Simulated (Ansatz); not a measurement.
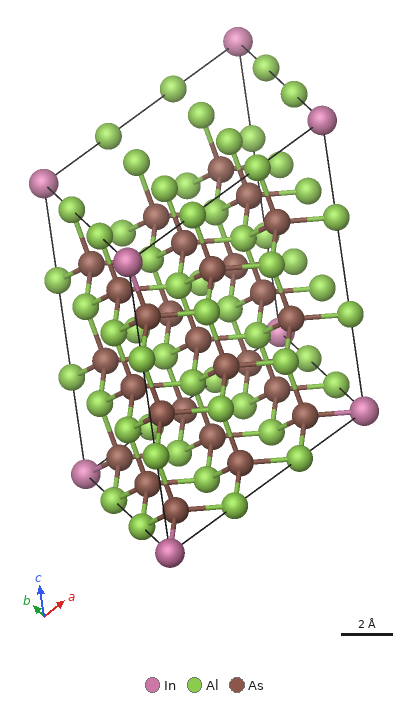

**Figure 1.** The structure (ball-and-stick view of the cell of the calculation, seen slightly off an axis).

# Al$_{26}$InAs$_{27}$: field-gradient calculation (part 1 of 2)

System: Al$_{26}$InAs$_{27}$ (defect cell, 54 atoms in the cell).
Method: DFT, PBE, plane-wave PAW, default files, scalar-relativistic, no spin polarisation (Ansatz 0.2.0).

The structure derives from an entry of the Crystallography Open Database. It belongs to a series of runs on one base structure; here: In on a Al site, charge +0, host positions.

### The input
```yaml
crystal:
  lattice:
    - [0.0, 8.4912, 8.4912]
    - [8.4912, 0.0, 8.4912]
    - [8.4912, 8.4912, 0.0]
  atoms:
    - { symbol: In, position: [0.0, 0.0, 0.0] }
    - { symbol: Al, position: [0.0, 0.0, 0.3333333333] }
    - { symbol: Al, position: [0.0, 0.0, 0.6666666667] }
    - { symbol: Al, position: [0.0, 0.3333333333, 0.0] }
    - { symbol: Al, position: [0.0, 0.3333333333, 0.3333333333] }
    - { symbol: Al, position: [0.0, 0.3333333333, 0.6666666667] }
    - { symbol: Al, position: [0.0, 0.6666666667, 0.0] }
    - { symbol: Al, position: [0.0, 0.6666666667, 0.3333333333] }
    - { symbol: Al, position: [0.0, 0.6666666667, 0.6666666667] }
    - { symbol: Al, position: [0.3333333333, 0.0, 0.0] }
    - { symbol: Al, position: [0.3333333333, 0.0, 0.3333333333] }
    - { symbol: Al, position: [0.3333333333, 0.0, 0.6666666667] }
    - { symbol: Al, position: [0.3333333333, 0.3333333333, 0.0] }
    - { symbol: Al, position: [0.3333333333, 0.3333333333, 0.3333333333] }
    - { symbol: Al, position: [0.3333333333, 0.3333333333, 0.6666666667] }
    - { symbol: Al, position: [0.3333333333, 0.6666666667, 0.0] }
    - { symbol: Al, position: [0.3333333333, 0.6666666667, 0.3333333333] }
    - { symbol: Al, position: [0.3333333333, 0.6666666667, 0.6666666667] }
    - { symbol: Al, position: [0.6666666667, 0.0, 0.0] }
    - { symbol: Al, position: [0.6666666667, 0.0, 0.3333333333] }
    - { symbol: Al, position: [0.6666666667, 0.0, 0.6666666667] }
    - { symbol: Al, position: [0.6666666667, 0.3333333333, 0.0] }
    - { symbol: Al, position: [0.6666666667, 0.3333333333, 0.3333333333] }
    - { symbol: Al, position: [0.6666666667, 0.3333333333, 0.6666666667] }
    - { symbol: Al, position: [0.6666666667, 0.6666666667, 0.0] }
    - { symbol: Al, position: [0.6666666667, 0.6666666667, 0.3333333333] }
    - { symbol: Al, position: [0.6666666667, 0.6666666667, 0.6666666667] }
    - { symbol: As, position: [0.0833333333, 0.0833333333, 0.0833333333] }
    - { symbol: As, position: [0.0833333333, 0.0833333333, 0.4166666667] }
    - { symbol: As, position: [0.0833333333, 0.0833333333, 0.75] }
    - { symbol: As, position: [0.0833333333, 0.4166666667, 0.0833333333] }
    - { symbol: As, position: [0.0833333333, 0.4166666667, 0.4166666667] }
    - { symbol: As, position: [0.0833333333, 0.4166666667, 0.75] }
    - { symbol: As, position: [0.0833333333, 0.75, 0.0833333333] }
    - { symbol: As, position: [0.0833333333, 0.75, 0.4166666667] }
    - { symbol: As, position: [0.0833333333, 0.75, 0.75] }
    - { symbol: As, position: [0.4166666667, 0.0833333333, 0.0833333333] }
    - { symbol: As, position: [0.4166666667, 0.0833333333, 0.4166666667] }
    - { symbol: As, position: [0.4166666667, 0.0833333333, 0.75] }
    - { symbol: As, position: [0.4166666667, 0.4166666667, 0.0833333333] }
    - { symbol: As, position: [0.4166666667, 0.4166666667, 0.4166666667] }
    - { symbol: As, position: [0.4166666667, 0.4166666667, 0.75] }
    - { symbol: As, position: [0.4166666667, 0.75, 0.0833333333] }
    - { symbol: As, position: [0.4166666667, 0.75, 0.4166666667] }
    - { symbol: As, position: [0.4166666667, 0.75, 0.75] }
    - { symbol: As, position: [0.75, 0.0833333333, 0.0833333333] }
    - { symbol: As, position: [0.75, 0.0833333333, 0.4166666667] }
    - { symbol: As, position: [0.75, 0.0833333333, 0.75] }
    - { symbol: As, position: [0.75, 0.4166666667, 0.0833333333] }
    - { symbol: As, position: [0.75, 0.4166666667, 0.4166666667] }
    - { symbol: As, position: [0.75, 0.4166666667, 0.75] }
    - { symbol: As, position: [0.75, 0.75, 0.0833333333] }
    - { symbol: As, position: [0.75, 0.75, 0.4166666667] }
    - { symbol: As, position: [0.75, 0.75, 0.75] }
kpoints:
  mp_grid: { grid: [2, 2, 2] }
scf:
  occupations: { method: fermi_dirac, width: 0.01 }
hamiltonian:
  xc: pbe
  pseudopotentials: { kind: paw }
output:
  forces: true
  stress: true
  populations: true
  efg:
    quadrupole_moments_barn: { In: 0.772, Al: 0.1466, As: 0.311 }
    contact_densities: true
```

Run on 4 threads of Arm Neoverse V2, 24 GiB of memory available, shared host.

Command:
```bash
ansatz run input.yaml --threads 4 --pin off --max-ram 8192MiB --backend cpu --events-out ev --progress --plain --runs-dir out
```

### The program's output
```
In: output.efg is read without spin–orbit coupling, which moves field gradients at and beside such atoms by some per cent and up to a factor of two; PAW files take it under magnetization.noncollinear and magnetization.spin_orbit
Engine: ansatz 0.2.0, aarch64-unknown-linux-gnu
Pseudopotentials: kind: paw
Pseudopotential: In, paw, valence charge 13, recommended cutoff 420 eV (normal), In.paw.azcp
Pseudopotential: Al, paw, valence charge 3, recommended cutoff 420 eV (normal), Al.paw.azcp
Pseudopotential: As, paw, valence charge 15, recommended cutoff 420 eV (normal), As.paw.azcp
Functional definition: PBE
  parameter kappa = 0.804
  parameter beta = 0.06672455060314922
  exchange = pbe_x(kappa = kappa, mu = beta*pi^2/3)
  correlation = pbe_c(beta = beta)
Crystal: 54 atoms, lattice volume = 1224.439 Å³
Basis set: ecut = 420 eV, 23973 PW (Γ), exchange–correlation on 162×162×162 points (8 copies of the dense FFT grid, shifted against one another)
Bands: 302, of which v1, the nominal top of the filled ones, is band 248 counted from 1 (247 counted from 0)
Symmetry: 24 space group operations
Space group: F-43m (ITA 216), of the structure as read, at distance tolerance 1.1e-4 Å
k-points: 3 of 8
Non-local potential: In, projectors of the file, l = 0: 2, l = 1: 2, l = 2: 2, l = 3: 2
Non-local potential: Al, projectors of the file, l = 0: 2, l = 1: 2, l = 2: 1
Non-local potential: As, projectors of the file, l = 0: 2, l = 1: 2, l = 2: 3, l = 3: 1
PAW form: soft (Blöchl's): semilocal exchange-correlation on the pseudo side does not see the compensation charge
PAW one-centre angular grid: In, 590 points (default); XC on 64 Gauss nodes
PAW one-centre angular grid: Al, 110 points (default); XC on 64 Gauss nodes
PAW one-centre angular grid: As, 590 points (default); XC on 64 Gauss nodes
Initial density: superposition of atomic densities (neutral atoms: chi_scale 0, normalization atom), corrected by the library's trained network
Initial wavefunctions: pseudopotential atomic-orbital guess
Functional: x = pbe(κ = 0.804, μ = 0.2195149727645171), c = pbe(β = 0.06672455060314922)
SCF iter   1: F=—  HF=-150713.064413 eV  |F-HF|=—  |Δ(HF+E_count)|=         —  Δρ=1.41e-3  dr2=4.78e-2  ethr=1.77e-3  ⟨swp⟩=6.0  Hψ=3454  notcnv=0  defer=34
preconditioner: auto → Resta (q_TF=auto, 2.347 Å⁻¹)  ε∞=4.3  [insulator: Δε(μ)=1.406 eV  Ē_g=8.844 eV  σ=0.010 eV  W_gap=1.00  n_scr=282 (ndim 8)  ℏωp=16.0 eV  f_vac=0.007  D(μ)=0.00/eV (n_scr^D=0)  ε∞_Penn≈4.3]
SCF iter   2: F=—  HF=-150713.047875 eV  |F-HF|=—  |Δ(HF+E_count)|=   1.65e-2  Δρ=7.29e-4  dr2=1.27e-2  ethr=9.63e-6  ⟨swp⟩=2.0  Hψ=1223  notcnv=0  defer=139
SCF iter   3: F=—  HF=-150713.046276 eV  |F-HF|=—  |Δ(HF+E_count)|=   1.60e-3  Δρ=1.64e-4  dr2=4.87e-4  ethr=2.56e-6  ⟨swp⟩=2.0  Hψ=1113  notcnv=0  defer=139
SCF iter   4: F=—  HF=-150713.046393 eV  |F-HF|=—  |Δ(HF+E_count)|=   1.16e-4  Δρ=7.57e-5  dr2=1.44e-4  ethr=9.83e-8  ⟨swp⟩=2.0  Hψ=1511  notcnv=0  defer=139
SCF iter   5: F=—  HF=-150713.046349 eV  |F-HF|=—  |Δ(HF+E_count)|=   4.38e-5  Δρ=2.91e-5  dr2=1.60e-5  ethr=2.91e-8  ⟨swp⟩=2.0  Hψ=1511  notcnv=0  defer=139
SCF iter   6: F=—  HF=-150713.045559 eV  |F-HF|=—  |Δ(HF+E_count)|=   7.89e-4  Δρ=7.48e-6  dr2=7.92e-7  ethr=3.22e-9  ⟨swp⟩=2.0  Hψ=1511  notcnv=0  defer=139
SCF iter   7: F=—  HF=-150713.045561 eV  |F-HF|=—  |Δ(HF+E_count)|=   1.39e-6  Δρ=2.43e-6  dr2=9.30e-8  ethr=2.02e-11  ⟨swp⟩=12.0  Hψ=4345  notcnv=0
SCF iter   8: F=-150713.045561 eV  HF=-150713.045561 eV  |F-HF|=7.19e-9  |Δ(HF+E_count)|=   7.57e-9  Δρ=6.78e-7  dr2=6.56e-9  ethr=1.87e-11  ⟨swp⟩=4.3  Hψ=3113  notcnv=0
SCF 1 converged in 8 iterations: F = -150713.045561 eV  dr2 = 6.56e-9
  greatest PAW one-centre occupation: 0.999 electrons in one spin orbital (limit 2), on the As atom at site 45 (counted from 0), in its partial waves of l = 2
```

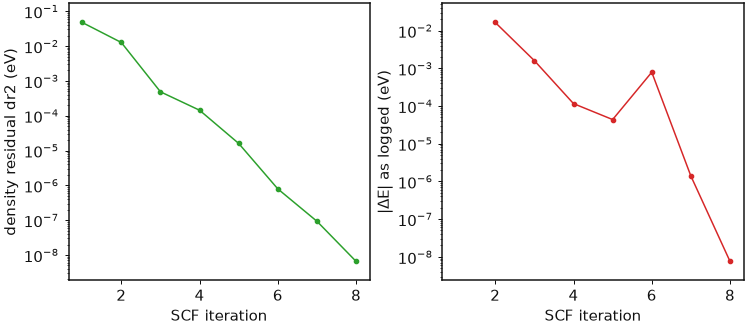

**Figure 2.** Convergence of the self-consistent field: density residual dr2 and size of the energy change against the SCF iteration. The residual falls at every step.

```
SCF converged after 8 iterations
Free energy (F): -150713.045561 eV
Harris-Foulkes:  -150713.045561 eV  (|F-HF|=7.19e-9)
Internal energy: -150713.045561 eV  (E = F + TS)
E sigma→0 (E₀):  -150713.045561 eV
Fermi energy:    7.252769 eV
--- Per-component energies (eV) ---
  E_band       = -7199.152963
  E_kinetic    = 3652.510781
  E_local      = -58702.241290  (includes V_loc(G=0)·N_el)
  E_nonlocal   = -17461.504914
  E_hartree    = 31235.514469
  E_xc         = -3394.883068
  E_vxc        = -3003.205232  (∫ρ·V_xc dr)
  E_paw        = -65871.118966  (= ΣΔE_a)
  E_vpaw       = 5844.253704  (= ΣTr[D̂ρ^β])
  E_aug_tail   = 0.000186  (compensation charges beyond the density's cutoff)
  E_ewald      = -40171.322759
  E_smearing   = -0.000000  (= −TS)
  E_closure    = 0.000000  (closes the sum)
  Σ components = -150713.045561   (vs F -150713.045561, Δ=0.00e0)
--- Forces (eV/Å), atoms counted from 1 ---
  atom   1  In     0.00000000    -0.00000000    -0.00000000
  atom   2  Al     0.01042217     0.01042217     0.04213735
  atom   3  Al    -0.01042217    -0.01042217     0.04213735
  atom   4  Al     0.01042217     0.04213735     0.01042217
  atom   5  Al    -0.00453636     0.00453636     0.00453636
  atom   6  Al    -0.04213735    -0.01042217     0.01042217
  atom   7  Al    -0.01042217     0.04213735    -0.01042217
  atom   8  Al    -0.04213735     0.01042217    -0.01042217
  atom   9  Al     0.00415197    -0.00415197    -0.00415197
  atom  10  Al     0.04213735     0.01042217     0.01042217
  atom  11  Al     0.00453636    -0.00453636     0.00453636
  atom  12  Al    -0.01042217    -0.04213735     0.01042217
  atom  13  Al     0.00453636     0.00453636    -0.00453636
  atom  14  Al    -0.00453636    -0.00453636    -0.00453636
  atom  15  Al     0.00000000    -0.00000000     0.00405064
  atom  16  Al    -0.01042217     0.01042217    -0.04213735
  atom  17  Al     0.00000000     0.00405064    -0.00000000
  atom  18  Al    -0.00405064    -0.00000000     0.00000000
  atom  19  Al     0.04213735    -0.01042217    -0.01042217
  atom  20  Al     0.01042217    -0.04213735    -0.01042217
  atom  21  Al    -0.00415197     0.00415197    -0.00415197
  atom  22  Al     0.01042217    -0.01042217    -0.04213735
  atom  23  Al     0.00405064    -0.00000000    -0.00000000
  atom  24  Al     0.00000000    -0.00405064    -0.00000000
  atom  25  Al    -0.00415197    -0.00415197     0.00415197
  atom  26  Al     0.00000000    -0.00000000    -0.00405064
  atom  27  Al     0.00415197     0.00415197     0.00415197
  atom  28  As     1.01416153     1.01416153     1.01416153
  atom  29  As    -0.00000000     0.00000000    -0.00823126
  atom  30  As    -1.01416153    -1.01416153     1.01416153
  atom  31  As    -0.00000000    -0.00823126     0.00000000
  atom  32  As     0.00823126     0.00000000     0.00000000
  atom  33  As    -0.00323145     0.00323145    -0.00776729
  atom  34  As    -1.01416153     1.01416153    -1.01416153
  atom  35  As    -0.00323145    -0.00776729     0.00323145
  atom  36  As     0.00776729     0.00323145     0.00323145
  atom  37  As    -0.00823126     0.00000000    -0.00000000
  atom  38  As    -0.00000000     0.00823126    -0.00000000
  atom  39  As     0.00323145    -0.00323145    -0.00776729
  atom  40  As    -0.00000000     0.00000000     0.00823126
  atom  41  As     0.00030305     0.00030305     0.00030305
  atom  42  As    -0.00030305    -0.00030305     0.00030305
  atom  43  As     0.00323145    -0.00776729    -0.00323145
  atom  44  As    -0.00030305     0.00030305    -0.00030305
  atom  45  As     0.00776729    -0.00323145    -0.00323145
  atom  46  As     1.01416153    -1.01416153    -1.01416153
  atom  47  As    -0.00776729    -0.00323145     0.00323145
  atom  48  As     0.00323145     0.00776729     0.00323145
  atom  49  As    -0.00776729     0.00323145    -0.00323145
  atom  50  As     0.00030305    -0.00030305    -0.00030305
  atom  51  As    -0.00323145     0.00776729    -0.00323145
  atom  52  As     0.00323145     0.00323145     0.00776729
  atom  53  As    -0.00323145    -0.00323145     0.00776729
  atom  54  As    -0.00000000     0.00000000     0.00000000
  max |Σ_I F_I| component: 6.26e-16 eV/Å
--- Stress (GPa, compression-positive) ---
        3.381540       0.000000      -0.000000
        0.000000       3.381540       0.000000
       -0.000000       0.000000       3.381540
  P = ⅓ Tr σ = 3.3815 GPa (33.815 kbar)
--- PAW observables at the nuclei: V_zz in 10²¹ V/m², potentials from the cell's mean, atoms counted from 1 ---
  atom   1  In V_zz =    -0.000000   η = 0.0000   by run symmetry: forbidden   C_q = -0.0000 MHz
            electrostatic potential = -7935.172962 V   contact ρ = 1133007.551794 e/Å³
  atom   2  Al V_zz =    +0.021994   η = 0.7917   by run symmetry: allowed   C_q = +0.0780 MHz
            electrostatic potential = -1227.775606 V   contact ρ = 10084.868010 e/Å³
  atom   3  Al V_zz =    +0.021994   η = 0.7917   by run symmetry: allowed   C_q = +0.0780 MHz
            electrostatic potential = -1227.775606 V   contact ρ = 10084.868010 e/Å³
  atom   4  Al V_zz =    +0.021994   η = 0.7917   by run symmetry: allowed   C_q = +0.0780 MHz
            electrostatic potential = -1227.775606 V   contact ρ = 10084.868010 e/Å³
  atom   5  Al V_zz =    +0.009752   η = 0.0000   by run symmetry: allowed   C_q = +0.0346 MHz
            electrostatic potential = -1227.773018 V   contact ρ = 10084.860073 e/Å³
  atom   6  Al V_zz =    +0.021994   η = 0.7917   by run symmetry: allowed   C_q = +0.0780 MHz
            electrostatic potential = -1227.775606 V   contact ρ = 10084.868010 e/Å³
  atom   7  Al V_zz =    +0.021994   η = 0.7917   by run symmetry: allowed   C_q = +0.0780 MHz
            electrostatic potential = -1227.775606 V   contact ρ = 10084.868010 e/Å³
  atom   8  Al V_zz =    +0.021994   η = 0.7917   by run symmetry: allowed   C_q = +0.0780 MHz
            electrostatic potential = -1227.775606 V   contact ρ = 10084.868010 e/Å³
  atom   9  Al V_zz =    -0.005049   η = 0.0000   by run symmetry: allowed   C_q = -0.0179 MHz
            electrostatic potential = -1227.755323 V   contact ρ = 10084.867158 e/Å³
  atom  10  Al V_zz =    +0.021994   η = 0.7917   by run symmetry: allowed   C_q = +0.0780 MHz
            electrostatic potential = -1227.775606 V   contact ρ = 10084.868010 e/Å³
  atom  11  Al V_zz =    +0.009752   η = 0.0000   by run symmetry: allowed   C_q = +0.0346 MHz
            electrostatic potential = -1227.773018 V   contact ρ = 10084.860073 e/Å³
  atom  12  Al V_zz =    +0.021994   η = 0.7917   by run symmetry: allowed   C_q = +0.0780 MHz
            electrostatic potential = -1227.775606 V   contact ρ = 10084.868010 e/Å³
  atom  13  Al V_zz =    +0.009752   η = 0.0000   by run symmetry: allowed   C_q = +0.0346 MHz
            electrostatic potential = -1227.773018 V   contact ρ = 10084.860073 e/Å³
  atom  14  Al V_zz =    +0.009752   η = 0.0000   by run symmetry: allowed   C_q = +0.0346 MHz
            electrostatic potential = -1227.773018 V   contact ρ = 10084.860073 e/Å³
  atom  15  Al V_zz =    +0.006458   η = 0.4975   by run symmetry: allowed   C_q = +0.0229 MHz
            electrostatic potential = -1227.763045 V   contact ρ = 10084.862497 e/Å³
  atom  16  Al V_zz =    +0.021994   η = 0.7917   by run symmetry: allowed   C_q = +0.0780 MHz
            electrostatic potential = -1227.775606 V   contact ρ = 10084.868010 e/Å³
  atom  17  Al V_zz =    +0.006458   η = 0.4975   by run symmetry: allowed   C_q = +0.0229 MHz
            electrostatic potential = -1227.763045 V   contact ρ = 10084.862497 e/Å³
  atom  18  Al V_zz =    +0.006458   η = 0.4975   by run symmetry: allowed   C_q = +0.0229 MHz
            electrostatic potential = -1227.763045 V   contact ρ = 10084.862497 e/Å³
  atom  19  Al V_zz =    +0.021994   η = 0.7917   by run symmetry: allowed   C_q = +0.0780 MHz
            electrostatic potential = -1227.775606 V   contact ρ = 10084.868010 e/Å³
  atom  20  Al V_zz =    +0.021994   η = 0.7917   by run symmetry: allowed   C_q = +0.0780 MHz
            electrostatic potential = -1227.775606 V   contact ρ = 10084.868010 e/Å³
  atom  21  Al V_zz =    -0.005049   η = 0.0000   by run symmetry: allowed   C_q = -0.0179 MHz
            electrostatic potential = -1227.755323 V   contact ρ = 10084.867158 e/Å³
  atom  22  Al V_zz =    +0.021994   η = 0.7917   by run symmetry: allowed   C_q = +0.0780 MHz
            electrostatic potential = -1227.775606 V   contact ρ = 10084.868010 e/Å³
  atom  23  Al V_zz =    +0.006458   η = 0.4975   by run symmetry: allowed   C_q = +0.0229 MHz
            electrostatic potential = -1227.763045 V   contact ρ = 10084.862497 e/Å³
  atom  24  Al V_zz =    +0.006458   η = 0.4975   by run symmetry: allowed   C_q = +0.0229 MHz
            electrostatic potential = -1227.763045 V   contact ρ = 10084.862497 e/Å³
  atom  25  Al V_zz =    -0.005049   η = 0.0000   by run symmetry: allowed   C_q = -0.0179 MHz
            electrostatic potential = -1227.755323 V   contact ρ = 10084.867158 e/Å³
  atom  26  Al V_zz =    +0.006458   η = 0.4975   by run symmetry: allowed   C_q = +0.0229 MHz
            electrostatic potential = -1227.763045 V   contact ρ = 10084.862497 e/Å³
  atom  27  Al V_zz =    -0.005049   η = 0.0000   by run symmetry: allowed   C_q = -0.0179 MHz
            electrostatic potential = -1227.755323 V   contact ρ = 10084.867158 e/Å³
  atom  28  As V_zz =    +1.020451   η = 0.0000   by run symmetry: allowed   C_q = +7.6737 MHz
            electrostatic potential = -4513.513290 V   contact ρ = 235486.400404 e/Å³
  atom  29  As V_zz =    -0.166226   η = 0.1564   by run symmetry: allowed   C_q = -1.2500 MHz
            electrostatic potential = -4513.560394 V   contact ρ = 235485.794846 e/Å³
  atom  30  As V_zz =    +1.020451   η = 0.0000   by run symmetry: allowed   C_q = +7.6737 MHz
            electrostatic potential = -4513.513290 V   contact ρ = 235486.400404 e/Å³
  atom  31  As V_zz =    -0.166226   η = 0.1564   by run symmetry: allowed   C_q = -1.2500 MHz
            electrostatic potential = -4513.560394 V   contact ρ = 235485.794846 e/Å³
  atom  32  As V_zz =    -0.166226   η = 0.1564   by run symmetry: allowed   C_q = -1.2500 MHz
            electrostatic potential = -4513.560394 V   contact ρ = 235485.794846 e/Å³
  atom  33  As V_zz =    +0.127455   η = 0.5784   by run symmetry: allowed   C_q = +0.9585 MHz
            electrostatic potential = -4513.539382 V   contact ρ = 235485.805430 e/Å³
  atom  34  As V_zz =    +1.020451   η = 0.0000   by run symmetry: allowed   C_q = +7.6737 MHz
            electrostatic potential = -4513.513290 V   contact ρ = 235486.400404 e/Å³
  atom  35  As V_zz =    +0.127455   η = 0.5784   by run symmetry: allowed   C_q = +0.9585 MHz
            electrostatic potential = -4513.539382 V   contact ρ = 235485.805430 e/Å³
  atom  36  As V_zz =    +0.127455   η = 0.5784   by run symmetry: allowed   C_q = +0.9585 MHz
            electrostatic potential = -4513.539382 V   contact ρ = 235485.805430 e/Å³
  atom  37  As V_zz =    -0.166226   η = 0.1564   by run symmetry: allowed   C_q = -1.2500 MHz
            electrostatic potential = -4513.560394 V   contact ρ = 235485.794846 e/Å³
  atom  38  As V_zz =    -0.166226   η = 0.1564   by run symmetry: allowed   C_q = -1.2500 MHz
            electrostatic potential = -4513.560394 V   contact ρ = 235485.794846 e/Å³
  atom  39  As V_zz =    +0.127455   η = 0.5784   by run symmetry: allowed   C_q = +0.9585 MHz
            electrostatic potential = -4513.539382 V   contact ρ = 235485.805430 e/Å³
  atom  40  As V_zz =    -0.166226   η = 0.1564   by run symmetry: allowed   C_q = -1.2500 MHz
```
